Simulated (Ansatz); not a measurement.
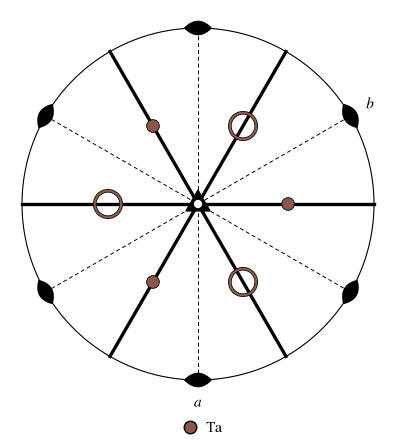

Directions from one nitrogen atom at (0, 0, 0) to its bonded neighbours, in stereographic projection down c (filled: above the plane of the page or in it, open: below). Crystal: Ta2N, the geometry relaxed at fixed volume with DFT r2SCAN, scalar-relativistic, plane waves, PAW in Ansatz 0.2.0. Geometry calculated from the standardised cell; symmetry tolerance 0.002 Å.

Neighbours are counted up to 2.74 Å for Ta. The symmetry elements of the site are drawn in: heavy lines are mirror planes (a heavy rim: a mirror in the plane of the page); lens, triangle, square and hexagon are 2-, 3-, 4- and 6-fold axes, a lens in an open square is −4, a triangle in an open hexagon −6; thin dashed diameters join the ends of axes that lie in the page; a small open circle marks inversion.

```cif
data_structure
_symmetry_space_group_name_H-M 'P 1'
_symmetry_Int_Tables_number 1
_cell_length_a 3.0039
_cell_length_b 3.0039
_cell_length_c 4.8173
_cell_angle_alpha 90.000
_cell_angle_beta 90.000
_cell_angle_gamma 120.000
_cell_volume 37.64
loop_
_atom_site_label
_atom_site_type_symbol
_atom_site_fract_x
_atom_site_fract_y
_atom_site_fract_z
_atom_site_occupancy
Ta1 Ta 0.66667 0.33333 0.74038 1
Ta2 Ta 0.33333 0.66667 0.25962 1
N1 N 0.00000 0.00000 0.00000 1
```

How many neighbours are there, and at what angles?

6: 6 Ta at 2.14 Å. Angles between bonds: 89° (6×), 91° (6×), 180° (3×).

What is the site's symmetry in the crystal?

Point group -3m (D3d), order 12: one threefold axis, three twofold axes, three mirror planes, an inversion centre. In P-3m1, No. 164 this is Wyckoff position 1a.
